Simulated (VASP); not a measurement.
**Geometry relaxation, with input and output: MnS (part 4 of 4)**

MnS (4 atoms in the cell); Kohn-Sham DFT of a periodic cell, LDA, VASP PAW LDA potentials, recommended, spin-polarised (VASP 6.6.1); cutoff 350 eV, 4×4×4 k-mesh, Gaussian smearing of 0.02 eV, collinear spins. The structure derives from an entry of the Crystallography Open Database.

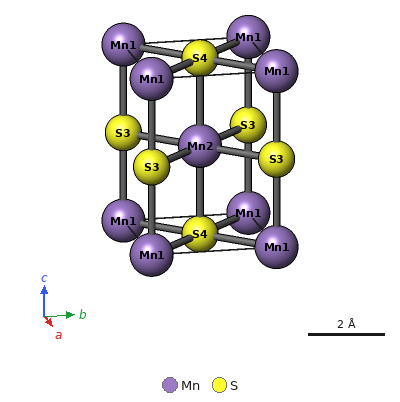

The geometry at step 8 of the log (ball-and-stick view of the cell of the calculation, seen slightly off an axis; atoms are numbered from 1 in the order of the input).

**Parts of OUTCAR, continued**
```
 k-point     1 :       0.0000    0.0000    0.0000
  band No.  band energies     occupation
      1     -40.4410      1.00000
      2     -40.1122      1.00000
      3     -40.1122      1.00000
      4     -37.1456      1.00000
      5     -36.9379      1.00000
      6     -36.9379      1.00000
      7      -6.7803      1.00000
      8      -4.6280      1.00000
      9       2.1430      1.00000
     10       5.3915      1.00000
     11       5.3915      1.00000
     12       5.6003      1.00000
     13       6.5306      1.00000
     14       6.5306      1.00000
     15       6.6087      1.00000
     16       6.8100      1.00000
     17       7.4118      1.00000
     18       7.4430      1.00000
     19       7.4430      1.00000
     20       7.9332      1.00000
     21       9.0882      1.00000
     22       9.5649      0.00000
     23       9.5649      0.00000

 k-point     2 :       0.2500    0.0000    0.0000
  band No.  band energies     occupation
      1     -40.4405      1.00000
      2     -40.1203      1.00000
      3     -40.1115      1.00000
      4     -37.1450      1.00000
      5     -36.9481      1.00000
      6     -36.9369      1.00000
      7      -6.2050      1.00000
      8      -4.4785      1.00000
      9       2.5654      1.00000
     10       2.9584      1.00000
     11       4.5124      1.00000
     12       4.5218      1.00000
     13       5.4215      1.00000
     14       5.5384      1.00000
     15       6.6494      1.00000
     16       6.7238      1.00000
     17       7.5120      1.00000
     18       7.7810      1.00000
     19       9.1618      1.00000
     20       9.1620      1.00000
     21       9.5447      0.00000
     22       9.9230      0.00000
     23       9.9255      0.00000

 k-point     3 :       0.5000    0.0000    0.0000
  band No.  band energies     occupation
      1     -40.4398      1.00000
      2     -40.1281      1.00000
      3     -40.1106      1.00000
      4     -37.1442      1.00000
      5     -36.9580      1.00000
      6     -36.9357      1.00000
      7      -4.9759      1.00000
      8      -4.9265      1.00000
      9       2.0453      1.00000
     10       2.5163      1.00000
     11       3.6010      1.00000
     12       3.9464      1.00000
     13       4.0091      1.00000
     14       4.9260      1.00000
     15       6.7756      1.00000
     16       7.2064      1.00000
     17       7.8652      1.00000
     18       7.9509      1.00000
     19       9.5191      0.00000
     20       9.7765      0.00000
     21      10.2763      0.00000
     22      10.2867      0.00000
     23      10.9749      0.00000

 k-point     4 :       0.2500    0.2500    0.0000
  band No.  band energies     occupation
      1     -40.4397      1.00000
      2     -40.1195      1.00000
      3     -40.1188      1.00000
      4     -37.1441      1.00000
      5     -36.9470      1.00000
      6     -36.9461      1.00000
      7      -5.7367      1.00000
      8      -4.4105      1.00000
      9       3.0103      1.00000
     10       3.0813      1.00000
     11       3.1736      1.00000
     12       3.8656      1.00000
     13       5.5830      1.00000
     14       5.6525      1.00000
     15       6.0834      1.00000
     16       6.9711      1.00000
     17       7.5550      1.00000
     18       7.7067      1.00000
     19       8.3235      1.00000
     20       9.3005      0.00000
     21       9.8691      0.00000
     22       9.9638      0.00000
     23      10.0413      0.00000

 k-point     5 :       0.5000    0.2500    0.0000
  band No.  band energies     occupation
      1     -40.4391      1.00000
      2     -40.1270      1.00000
      3     -40.1182      1.00000
      4     -37.1434      1.00000
      5     -36.9564      1.00000
      6     -36.9452      1.00000
      7      -4.8147      1.00000
      8      -4.7483      1.00000
      9       2.2666      1.00000
     10       2.4342      1.00000
     11       4.1034      1.00000
     12       4.3819      1.00000
     13       4.4564      1.00000
     14       4.7500      1.00000
     15       6.4378      1.00000
     16       7.1763      1.00000
     17       7.1931      1.00000
     18       7.7685      1.00000
     19       8.7765      1.00000
     20       9.2819      0.00020
     21       9.7044      0.00000
     22      10.0223      0.00000
     23      10.4185      0.00000

 [... the levels of 12 k-points are left out ...]

 k-point    18 :       0.5000    0.5000    0.5000
  band No.  band energies     occupation
      1     -40.4392      1.00000
      2     -40.1255      1.00000
      3     -40.1255      1.00000
      4     -37.1436      1.00000
      5     -36.9544      1.00000
      6     -36.9544      1.00000
      7      -4.4672      1.00000
      8      -4.3486      1.00000
      9       3.0627      1.00000
     10       3.0627      1.00000
     11       3.0706      1.00000
     12       3.0706      1.00000
     13       3.4559      1.00000
     14       3.9695      1.00000
     15       7.1645      1.00000
     16       7.1645      1.00000
     17       7.5541      1.00000
     18       7.7997      1.00000
     19       8.0215      1.00000
     20       9.5786      0.00000
     21       9.5786      0.00000
     22       9.9333      0.00000
     23      10.3997      0.00000

------------------------ aborting loop because EDIFF is reached ----------------------------------------

  FORCE on cell =-STRESS in cart. coord.  units (eV):
  Direction    XX          YY          ZZ          XY          YZ          ZX
  --------------------------------------------------------------------------------------
  -------------------------------------------------------------------------------------
  Total       -0.0020942      0.0045942      0.0045942      0.0000000      0.0000000      0.0000000
  in kB       -0.0606351      0.1330171      0.1330171      0.0000000      0.0000000      0.0000000
  external PRESSURE =       0.0684664 kB  Pullay stress =       0.0000000 kB

 VOLUME and BASIS-vectors are now :
 -----------------------------------------------------------------------------
  energy-cutoff  :      350.00
  volume of cell :       55.34
      direct lattice vectors                 reciprocal lattice vectors
     0.000000000  2.394165549 -2.394165549     0.000000000  0.208841030 -0.208841030
    -0.000000000  2.394165549  2.394165549     0.000000000  0.208841030  0.208841030
     4.826931198 -0.000000000  0.000000000     0.207170966 -0.000000000  0.000000000

 POSITION                                       TOTAL-FORCE (eV/Angst)
 -----------------------------------------------------------------------------------
      0.00000      0.00000      0.00000        -0.000000      0.000000      0.000000
      2.41347      2.39417      0.00000         0.000000      0.000000      0.000000
      2.41347     -0.00000      0.00000        -0.000000     -0.000000     -0.000000
      0.00000      2.39417      0.00000        -0.000000     -0.000000     -0.000000
 -----------------------------------------------------------------------------------
    total drift:                               -0.000000      0.000000      0.000000

  FREE ENERGIE OF THE ION-ELECTRON SYSTEM (eV)
  ---------------------------------------------------
  free  energy   TOTEN  =       -30.7062239305 eV

  energy  without entropy=      -30.7039794179  energy(sigma->0) =      -30.70510167

 reached required accuracy - stopping structural energy minimisation

 total charge

# of ion       s       p       d       tot
------------------------------------------
    1        0.273   6.247   5.136  11.656
    2        0.273   6.247   5.136  11.656
    3        1.324   2.418   0.000   3.742
    4        1.324   2.418   0.000   3.742
--------------------------------------------------
tot          3.194  17.331  10.271  30.795

 magnetization (x)

# of ion       s       p       d       tot
------------------------------------------
    1        0.025   0.028   3.238   3.291
    2       -0.025  -0.028  -3.238  -3.291
    3       -0.004  -0.028   0.000  -0.032
    4        0.004   0.028   0.000   0.032
--------------------------------------------------
tot         -0.000   0.000   0.000   0.000
```

**CONTCAR**
```
MnS
   1.00000000000000
     0.0000000000000000    2.3941655490508493   -2.3941655490508493
    -0.0000000000000000    2.3941655490508493    2.3941655490508493
     4.8269311978691798   -0.0000000000000000    0.0000000000000000
  Mn              S
     2     2
Direct
     0.0000000000000000    0.0000000000000000    0.0000000000000000
     0.5000000000000000    0.5000000000000000    0.5000000000000000
     0.0000000000000000    0.0000000000000000    0.5000000000000000
     0.5000000000000000    0.5000000000000000    0.0000000000000000

  0.00000000E+00  0.00000000E+00  0.00000000E+00
  0.00000000E+00  0.00000000E+00  0.00000000E+00
  0.00000000E+00  0.00000000E+00  0.00000000E+00
  0.00000000E+00  0.00000000E+00  0.00000000E+00
```

**Trajectory as extended XYZ (Å, eV, eV/Å), 17 frames, from step=0 to step=16**
```
4
Lattice="0.0000 2.6045 -2.6045 0.0000 2.6045 2.6045 5.2090 0.0000 0.0000" Properties=species:S:1:pos:R:3:forces:R:3 step=0 energy=-29.99465
Mn    0.0000    0.0000    0.0000    0.0000   0.0000   0.0000
Mn    2.6045    2.6045    0.0000    0.0000   0.0000   0.0000
S     2.6045    0.0000    0.0000    0.0000   0.0000   0.0000
S     0.0000    2.6045    0.0000    0.0000   0.0000   0.0000
4
Lattice="-0.0000 2.4377 -2.4377 0.0000 2.4377 2.4377 4.8583 0.0000 -0.0000" Properties=species:S:1:pos:R:3:forces:R:3 step=1 energy=-30.67687
Mn    0.0000    4.8755    0.0000    0.0000   0.0000   0.0000
Mn    2.4291    2.4377    0.0000    0.0000   0.0000   0.0000
S     2.4291    2.4377    2.4377    0.0000   0.0000   0.0000
S     0.0000    2.4377    0.0000    0.0000   0.0000   0.0000
4
Lattice="-0.0000 2.4054 -2.4054 0.0000 2.4054 2.4054 4.7903 0.0000 -0.0000" Properties=species:S:1:pos:R:3:forces:R:3 step=2 energy=-30.70131
Mn    0.0000    0.0000    0.0000    0.0000   0.0000   0.0000
Mn    2.3951    2.4054    0.0000    0.0000   0.0000   0.0000
S     2.3951    0.0000    0.0000    0.0000   0.0000   0.0000
S     0.0000    2.4054    0.0000    0.0000   0.0000   0.0000
4
Lattice="-0.0000 2.4014 -2.4014 0.0000 2.4014 2.4014 4.7819 0.0000 -0.0000" Properties=species:S:1:pos:R:3:forces:R:3 step=3 energy=-30.70157
Mn    0.0000    4.8028    0.0000    0.0000   0.0000   0.0000
Mn    2.3909    2.4014    0.0000    0.0000   0.0000   0.0000
S     2.3909    2.4014    2.4014    0.0000   0.0000   0.0000
S     0.0000    2.4014    0.0000    0.0000   0.0000   0.0000
4
Lattice="-0.0000 2.3973 -2.3973 0.0000 2.3973 2.3973 4.7733 0.0000 -0.0000" Properties=species:S:1:pos:R:3:forces:R:3 step=4 energy=-30.70150
Mn    0.0000    0.0000    0.0000    0.0000   0.0000   0.0000
Mn    2.3867    2.3973    0.0000    0.0000   0.0000   0.0000
S     2.3867    0.0000    0.0000    0.0000   0.0000   0.0000
S     0.0000    2.3973    0.0000    0.0000   0.0000   0.0000
4
Lattice="-0.0000 2.3879 -2.3879 0.0000 2.3879 2.3879 4.8041 0.0000 -0.0000" Properties=species:S:1:pos:R:3:forces:R:3 step=5 energy=-30.70469
Mn    0.0000    4.7759    0.0000    0.0000   0.0000   0.0000
Mn    2.4020    2.3879    0.0000    0.0000   0.0000   0.0000
S     2.4020    2.3879    2.3879    0.0000   0.0000   0.0000
S     0.0000    2.3879    0.0000    0.0000   0.0000   0.0000
4
Lattice="-0.0000 2.3873 -2.3873 0.0000 2.3873 2.3873 4.8060 0.0000 -0.0000" Properties=species:S:1:pos:R:3:forces:R:3 step=6 energy=-30.70470
Mn    0.0000    0.0000    0.0000    0.0000   0.0000   0.0000
Mn    2.4030    2.3873    0.0000    0.0000   0.0000   0.0000
S     2.4030    0.0000    0.0000    0.0000   0.0000   0.0000
S     0.0000    2.3873    0.0000    0.0000   0.0000   0.0000
4
Lattice="-0.0000 2.3916 -2.3916 0.0000 2.3916 2.3916 4.8378 -0.0000 0.0000" Properties=species:S:1:pos:R:3:forces:R:3 step=7 energy=-30.70585
Mn    4.8378    2.3916    2.3916    0.0000   0.0000   0.0000
Mn    2.4189    2.3916    0.0000    0.0000   0.0000   0.0000
S     2.4189    2.3916    2.3916    0.0000   0.0000   0.0000
S     0.0000    2.3916    0.0000    0.0000   0.0000   0.0000
4
Lattice="-0.0000 2.3907 -2.3907 0.0000 2.3907 2.3907 4.8312 -0.0000 0.0000" Properties=species:S:1:pos:R:3:forces:R:3 step=8 energy=-30.70595
Mn    0.0000    0.0000    0.0000    0.0000   0.0000   0.0000
Mn    2.4156    2.3907    0.0000    0.0000   0.0000   0.0000
S     2.4156    0.0000    0.0000    0.0000   0.0000   0.0000
S     0.0000    2.3907    0.0000    0.0000   0.0000   0.0000
4
Lattice="0.0000 2.3952 -2.3952 0.0000 2.3952 2.3952 4.8266 -0.0000 0.0000" Properties=species:S:1:pos:R:3:forces:R:3 step=9 energy=-30.70621
Mn    0.0000    2.3952    2.3952    0.0000   0.0000   0.0000
Mn    2.4133    2.3952    0.0000    0.0000   0.0000   0.0000
S     2.4133    2.3952    2.3952    0.0000   0.0000   0.0000
S     0.0000    2.3952    0.0000    0.0000   0.0000   0.0000
4
Lattice="-0.0000 2.3944 -2.3944 0.0000 2.3944 2.3944 4.8274 -0.0000 0.0000" Properties=species:S:1:pos:R:3:forces:R:3 step=10 energy=-30.70622
Mn    0.0000    0.0000    0.0000    0.0000   0.0000   0.0000
Mn    2.4137    2.3944    0.0000    0.0000   0.0000   0.0000
S     2.4137    0.0000    0.0000    0.0000   0.0000   0.0000
S     0.0000    2.3944    0.0000    0.0000   0.0000   0.0000
4
Lattice="-0.0000 2.3944 -2.3944 0.0000 2.3944 2.3944 4.8275 -0.0000 0.0000" Properties=species:S:1:pos:R:3:forces:R:3 step=11 energy=-30.70622
Mn    0.0000    0.0000    0.0000    0.0000   0.0000   0.0000
Mn    2.4137    2.3944    0.0000    0.0000   0.0000   0.0000
S     2.4137    0.0000    0.0000    0.0000   0.0000   0.0000
S     0.0000    2.3944    0.0000    0.0000   0.0000   0.0000
4
Lattice="-0.0000 2.3925 -2.3925 0.0000 2.3925 2.3925 4.8294 -0.0000 0.0000" Properties=species:S:1:pos:R:3:forces:R:3 step=12 energy=-30.70615
Mn    0.0000    0.0000    0.0000    0.0000   0.0000   0.0000
Mn    2.4147    2.3925    0.0000    0.0000   0.0000   0.0000
S     2.4147    0.0000    0.0000    0.0000   0.0000   0.0000
S     0.0000    2.3925    0.0000    0.0000   0.0000   0.0000
4
Lattice="-0.0000 2.3942 -2.3942 0.0000 2.3942 2.3942 4.8276 -0.0000 0.0000" Properties=species:S:1:pos:R:3:forces:R:3 step=13 energy=-30.70622
Mn    0.0000    0.0000    0.0000    0.0000   0.0000   0.0000
Mn    2.4138    2.3942    0.0000    0.0000   0.0000   0.0000
S     2.4138    0.0000    0.0000    0.0000   0.0000   0.0000
S     0.0000    2.3942    0.0000    0.0000   0.0000   0.0000
4
Lattice="0.0000 2.3942 -2.3942 -0.0000 2.3942 2.3942 4.8272 -0.0000 0.0000" Properties=species:S:1:pos:R:3:forces:R:3 step=14 energy=-30.70622
Mn    0.0000    2.3942    2.3942    0.0000   0.0000   0.0000
Mn    2.4136    2.3942    0.0000    0.0000   0.0000   0.0000
S     2.4136    2.3942    2.3942    0.0000   0.0000   0.0000
S     0.0000    2.3942    0.0000    0.0000   0.0000   0.0000
4
Lattice="0.0000 2.3941 -2.3941 -0.0000 2.3941 2.3941 4.8266 -0.0000 0.0000" Properties=species:S:1:pos:R:3:forces:R:3 step=15 energy=-30.70622
Mn    0.0000    2.3941   -2.3941    0.0000   0.0000   0.0000
Mn    2.4133    2.3941    0.0000    0.0000   0.0000   0.0000
S     2.4133    0.0000    0.0000    0.0000   0.0000   0.0000
S     0.0000    2.3941    0.0000    0.0000   0.0000   0.0000
4
Lattice="0.0000 2.3942 -2.3942 -0.0000 2.3942 2.3942 4.8269 -0.0000 0.0000" Properties=species:S:1:pos:R:3:forces:R:3 step=16 energy=-30.70622
Mn    0.0000    0.0000    0.0000    0.0000   0.0000   0.0000
Mn    2.4135    2.3942    0.0000    0.0000   0.0000   0.0000
S     2.4135    0.0000    0.0000    0.0000   0.0000   0.0000
S     0.0000    2.3942    0.0000    0.0000   0.0000   0.0000
```

This output came from the following input.

**INCAR**
```
PREC = Accurate ; ENCUT = 350
EDIFF = 1E-7 ; ISMEAR = 0
SIGMA = 0.02 ; LREAL = False
LASPH = True ; NELM = 150
ALGO = Normal ; ISIF = 3
LWAVE = False ; LCHARG = False
ISPIN = 2 ; MAGMOM = 5 -5 0 0
LORBIT = 11 ; LMAXMIX = 4
GGA = CA ; IBRION = 2
NSW = 80 ; EDIFFG = -0.002
```

**KPOINTS**
```
Automatic mesh
0
Gamma
  4 4 4
```

**POSCAR**
```
MnS
1.0
    0.0000000000      2.6045000000     -2.6045000000
    0.0000000000      2.6045000000      2.6045000000
    5.2090000000      0.0000000000      0.0000000000
Mn S
2 2
Direct
    0.0000000000      0.0000000000      0.0000000000
    0.5000000000      0.5000000000      0.5000000000
    0.0000000000      1.0000000000      0.5000000000
    0.5000000000      1.5000000000      1.0000000000
```

Run as:
```bash
cat potpaw_LDA.64/Mn_pv/POTCAR potpaw_LDA.64/S/POTCAR > POTCAR
mpirun -np 1 vasp_std > vasp.out
```

**Results in brief**

| quantity | value |
| --- | --- |
| outcome | converged |
| space group (tolerance 0.01 Å) | Fm-3m (225) → I4/mmm (139) |
| electrons treated | 38 |
| free energy | −30.7062 eV |
| Fermi energy | 9.232 eV |
| gap on the k-point mesh | none (metallic) |
| net moment of the cell | 0.00 μB |
| pressure | 0.01 GPa |
| final volume | 55.34 Å³ |
| largest force (length of the vector) at the end | under 0.001 eV/Å |
| final cell | a = 3.386 Å, b = 3.386 Å, c = 4.827 Å, α = 90.00°, β = 90.00°, γ = 90.00° |
| hardware | 1 thread of Intel Xeon (Granite Rapids), 176 GiB of memory available, shared host |
| wall time | 1.8 min |
| peak memory | 0.15 GiB |

The volume changed by more than 5 % on the plane waves of the start, so the result carries a basis error; a second relaxation from the end is advised.
